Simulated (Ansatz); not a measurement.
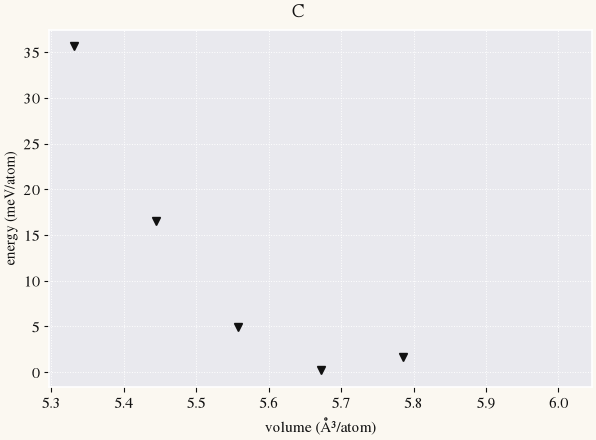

The picture above shows the energy against volume for C, space group Fd-3m (No. 227).

The given structure:
```cif
data_structure
_symmetry_space_group_name_H-M 'P 1'
_symmetry_Int_Tables_number 1
_cell_length_a 2.5221
_cell_length_b 2.5221
_cell_length_c 2.5221
_cell_angle_alpha 60.000
_cell_angle_beta 60.000
_cell_angle_gamma 60.000
_cell_volume 11.34
loop_
_atom_site_label
_atom_site_type_symbol
_atom_site_fract_x
_atom_site_fract_y
_atom_site_fract_z
_atom_site_occupancy
C1 C 0.75000 0.75000 0.75000 1
C2 C 0.50000 0.50000 0.50000 1
```

Calculation (Ansatz 0.2.0): plane-wave DFT, no spin polarisation; energies at scaled volumes of the given cell, shape and fractions fixed, counted from the fit's minimum, third-order Birch-Murnaghan fit. Level: PBE.

```tsv
setting	value
k mesh	13×13×13
occupations	Fermi–Dirac
smearing width	0.05 eV
potentials	PseudoDojo standard
wave cutoff	1116 eV
density cutoff	4463 eV
```

The points at volume 5.8987 Å³/atom and 6.0122 Å³/atom are left out of the plot. What values does the calculation give there?

```tsv
volume (Å³/atom)	energy (meV/atom)
5.8987	8.87
6.0122	21.24
```
